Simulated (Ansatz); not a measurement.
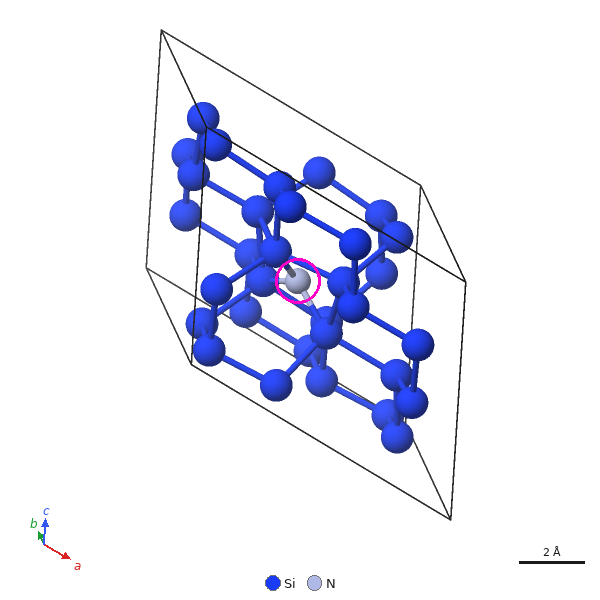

Shown here is a ball-and-stick view of the crystal, taken from a general direction. The frame is the supercell; atoms at its boundary are shown with their periodic copies. The host is Si, in a cell of 32 sites, and the cell carries a charge of +1. A ring marks the defect's site.

**How does this supercell depart from the perfect host?**

An interstitial nitrogen atom. It is bonded to three Si at about 1.9 Å.

The atoms were relaxed in the host's cell with Ansatz, DFT PBEsol, scalar-relativistic, plane waves, PAW.
